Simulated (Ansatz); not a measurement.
**Energy of GaCo along an even scaling of the cell**

System: GaCo (Pm-3m, 2 atoms in the cell).
Method: DFT PBE, scalar-relativistic, plane waves, PAW, spin-polarised (Ansatz 0.2.0).

The 7 runs differ only in the geometry, by an even scaling of the cell at fixed fractional positions. The structure was made by a generator, so it may or may not be a known phase.

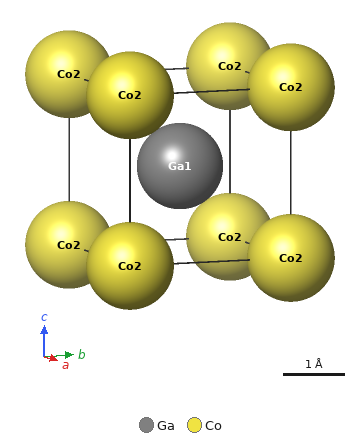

Figure 1. The structure of run 4 (spheres-only view of the cell of the calculation, seen slightly off an axis; atoms are numbered from 1 in the order of the input).

### Input of run 4
```yaml
crystal:
  lattice:
    - [2.8524702358, 0.0, 0.0]
    - [0.0, 2.8524702358, 0.0]
    - [0.0, 0.0, 2.8524702358]
  atoms:
    - { symbol: Ga, position: [0.5, 0.5, 0.5] }
    - { symbol: Co, position: [0.0, 0.0, 0.0], spin: 0.12 }
basis:
  ecutwfc: 420
kpoints:
  mp_grid: { grid: [20, 20, 20] }
hamiltonian:
  xc: pbe
scf:
  occupations: { method: gaussian, width: 0.1 }
output:
  forces: true
  stress: true
  eigenvalues: true
  populations: true
magnetization:
  spin_polarized: true
```

Command:
```bash
ansatz run input.yaml --threads 1 --pin off --max-ram 2560MiB --backend cpu --events-out ev --progress --plain --runs-dir out
```

Run 3 differs from it as follows:
```diff
-    - [2.8524702358, 0.0, 0.0]
-    - [0.0, 2.8524702358, 0.0]
-    - [0.0, 0.0, 2.8524702358]
+    - [2.8227548432, 0.0, 0.0]
+    - [0.0, 2.8227548432, 0.0]
+    - [0.0, 0.0, 2.8227548432]
```

### Results, with one run withheld

| run | volume per atom (Å³) | free energy per atom, from the lowest run given (meV) | pressure (GPa) |
| --- | --- | --- | --- |
| 1 | 10.528 | 115.34 | 30.48 |
| 2 | 10.887 | 58.24 | 20.79 |
| 3 | 11.246 | ? | ? |
| 4 | 11.605 | 0.69 | 5.77 |
| 5 | 12.323 | 0.00 | −4.82 |
| 6 | 12.681 | 15.42 | −8.83 |
| 7 | 13.160 | 48.53 | −13.17 |

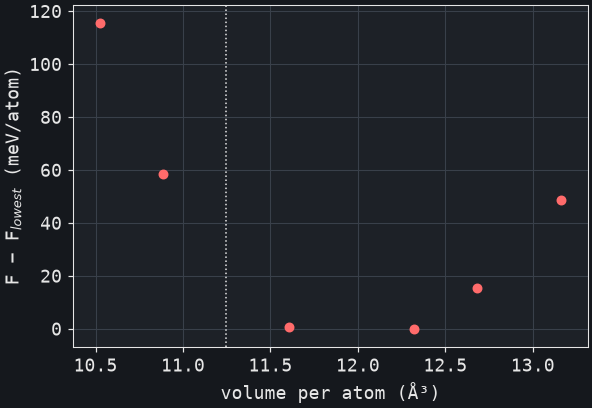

Figure 2. Free energy per atom of the runs given; the dotted line marks run 3.

What should run 3 give?

A cubic polynomial in V^(−2/3) (the Birch–Murnaghan form), fitted to the 6 runs given, misses them by at most 0.06 meV per atom. With x = V^(−2/3) − 0.19293 Å⁻², it reads F = −4.253 + 1430.4 x + 4.0671e+05 x² + 9.1429e+05 x³ (meV per atom). At run 3 it gives 21.07 meV per atom, and the run itself gives 21.08. The slope of the fit gives a pressure −dF/dV of 12.59 GPa there, and the run prints 12.63 GPa. The fit has its minimum at 11.965 Å³ per atom, where V d²F/dV² gives 175 GPa: the bulk modulus at this level, since symmetry fixes the shape and the positions.

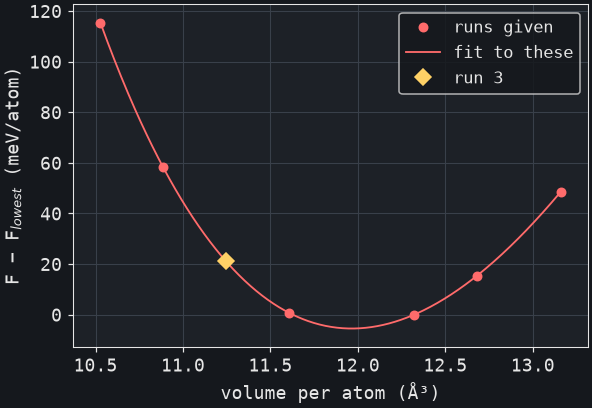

Figure 3. The fit and the withheld run.

### Output, shortened to warnings, some set-up lines, iterations and results (run 3)
```
WARN: the starting moments were not kept: the SCF closed with an absolute magnetisation of 5.8e-7 μB, where they sum to 0.12 μB in size (1 site). That is at most 0.1 of that sum. Measured as dr2_m measures the in/out step, that magnetisation stands 6.7e-13 eV from none, at or under the dr2_threshold of 1.0e-7 eV: it is no larger than a step whose dr2_m would equal this threshold. The system may …
Basis set: ecut = 420 eV, 461 PW (Γ), exchange–correlation on 40×40×40 points (8 copies of the dense FFT grid, shifted against one another)
Symmetry: 48 space group operations
k-points: 286 of 8000
Initial density: superposition of atomic densities (chi_scale 0.1, normalization cell)
[...]
SCF iter   1: F=—  HF=-8907.949602 eV  |F-HF|=—  |Δ(HF+E_count)|=         —  Δρ=4.26e-2 (↑4.26e-2 ↓3.37e-2)  dr2=7.16e-1  dr2_m=1.00e-2  M=0.036 μB ∫|m|=0.048 μB  β_m=0.30  …
SCF iter   2: F=—  HF=-8908.117059 eV  |F-HF|=—  |Δ(HF+E_count)|=   1.67e-1  Δρ=2.28e-2 (↑1.91e-2 ↓2.28e-2)  dr2=3.82e-1  dr2_m=3.14e-3  M=0.044 μB ∫|m|=0.058 μB  β_m=0.34  …
SCF iter   3: F=—  HF=-8908.822927 eV  |F-HF|=—  |Δ(HF+E_count)|=   7.06e-1  Δρ=1.34e-2 (↑1.23e-2 ↓1.34e-2)  dr2=9.22e-2  dr2_m=2.31e-3  M=0.038 μB ∫|m|=0.051 μB  β_m=0.50  …
SCF iter   4: F=—  HF=-8909.461448 eV  |F-HF|=—  |Δ(HF+E_count)|=   6.39e-1  Δρ=1.41e-2 (↑1.10e-2 ↓1.41e-2)  dr2=1.21e-1  dr2_m=5.36e-4  M=0.032 μB ∫|m|=0.042 μB  β_m=0.51  …
SCF iter   5: F=—  HF=-8909.594708 eV  |F-HF|=—  |Δ(HF+E_count)|=   1.33e-1  Δρ=7.12e-3 (↑5.37e-3 ↓7.12e-3)  dr2=2.83e-2  dr2_m=1.79e-4  M=0.028 μB ∫|m|=0.037 μB  β_m=0.76  …
[... 28 lines ...]
SCF iter  18: F=—  HF=-8909.631896 eV  |F-HF|=—  |Δ(HF+E_count)|=   4.08e-6  Δρ=2.07e-5 (↑1.44e-5 ↓2.07e-5)  dr2=1.58e-7  dr2_m=5.27e-9  M=0.000 μB ∫|m|=0.000 μB  β_m=0.96  …
SCF iter  19: F=-8909.631896 eV  HF=-8909.631896 eV  |F-HF|=1.86e-10  |Δ(HF+E_count)|=   8.68e-9  Δρ=1.31e-6 (↑1.21e-6 ↓1.31e-6)  dr2=6.38e-11  dr2_m=2.98e-10  M=0.000 μB …
SCF iter  20: F=-8909.631896 eV  HF=-8909.631896 eV  |F-HF|=1.27e-11  |Δ(HF+E_count)|=   1.07e-9  Δρ=6.35e-7 (↑5.70e-7 ↓6.35e-7)  dr2=1.26e-11  dr2_m=7.16e-11  M=0.000 μB …
SCF iter  21: F=-8909.631896 eV  HF=-8909.631896 eV  |F-HF|=3.64e-12  |Δ(HF+E_count)|=  1.67e-10  Δρ=2.00e-7 (↑1.76e-7 ↓2.00e-7)  dr2=1.61e-13  dr2_m=7.24e-12  M=0.000 μB …
SCF 2 converged in 21 iterations: F = -8909.631896 eV  dr2 = 1.61e-13
WARN: the starting moments were not kept: the SCF closed with an absolute magnetisation of 5.8e-7 μB, where they sum to 0.12 μB in size (1 site). That is at most 0.1 of that sum. Measured as dr2_m measures the in/out step, that magnetisation stands 6.7e-13 eV from none, at or under the …
SCF converged after 15 iterations
Magnetization: 0.0000 μB (15.0000 up, 15.0000 down)
Absolute magnetization: 0.0000 μB (∫|ρ↑−ρ↓|, with the PAW one-centre terms)
Spin contamination: 0.0000 ħ² per cell (⟨S²⟩ above its minimum at these occupations)
Per-site moments (μB) at R_I (Å): [(-2.200372668231837e-8, 1.0083881786825386), (5.195844712624092e-7, 1.0083881786825386)]
Free energy (F): -8909.631896 eV
Harris-Foulkes:  -8909.631896 eV  (|F-HF|=1.82e-12)
Internal energy: -8909.626258 eV  (E = F + TS)
E sigma→0 (E₀):  -8909.629077 eV
Entropy (-TS):   -0.005638 eV (-2.819 meV/atom)
Fermi energy:    18.173239 eV
--- Per-component energies (eV) ---
  E_band       = -183.118305
  E_kinetic    = 576.323973
  E_local      = -4356.475744  (includes V_loc(G=0)·N_el)
  E_nonlocal   = 884.565792
  E_hartree    = 1943.164143
  E_xc         = -230.236551
  E_vxc        = -266.233288  (∫ρ·V_xc dr)
  E_paw        = -3508.372680  (= ΣΔE_a)
  E_vpaw       = -907.627432  (= ΣTr[D̂ρ^β])
[...]
```

The program warns: some starting moments were not kept.
